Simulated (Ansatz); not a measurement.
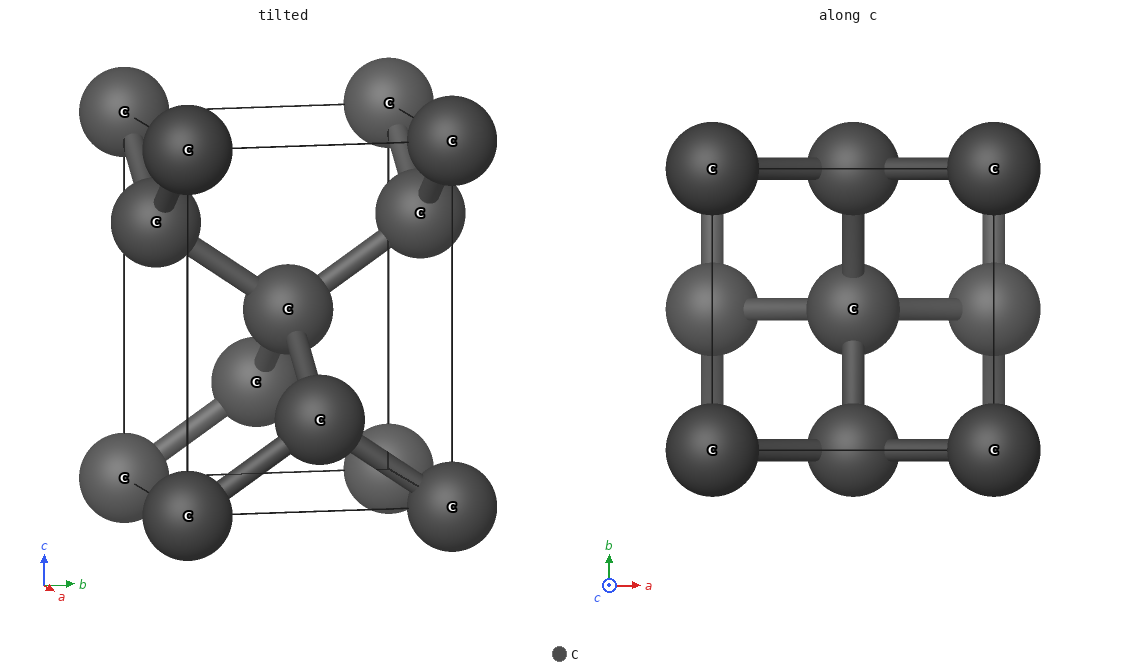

This ball-and-stick model is shown slightly off an axis and along the c axis. The outline marks the conventional unit cell.

C, space group I4_1/amd (No. 141), a = 2.517 Å, b = 2.517 Å, c = 3.422 Å, α = 90.00°, β = 90.00°, γ = 90.00°. Starting structure: a structure type filled with this element by a generator (whether the element takes this form wasn't checked). The cell was then strained or its atoms displaced on purpose. Ansatz was used for an electronic-structure calculation on it.

This one geometry was computed with Ansatz (DFT, plane waves, PAW) at three levels of theory: HSE06, r2SCAN and PBE. It was relaxed with r2SCAN and then strained.

Q: Which level gives the highest pressure at this volume, and what does that say about its equilibrium volume?

A: Highest: PBE (23.2 GPa), which points to the largest equilibrium volume. Lowest, with the smallest volume: HSE06 (13.3 GPa). Levels within 0.5 GPa of each other can't be told apart.

Q: How does the band gap change with the level of theory?

A: PBE: a gap of 3.20 eV, indirect; r2SCAN: a gap of 3.37 eV, indirect; HSE06: a gap of 4.32 eV, indirect.

Q: Collect the results in a table.

A:
| level | cutoff (eV) | k-mesh of the run's cell | gap (eV) | pressure (GPa) |
| --- | --- | --- | --- | --- |
| HSE06 | 420 | 8×8×8 | 4.32 | 13.3 |
| r2SCAN | 500 | 12×12×12 | 3.37 | 19.2 |
| PBE | 420 | 12×12×12 | 3.20 | 23.2 |

Gaps are taken on the k-mesh or band path of each run.
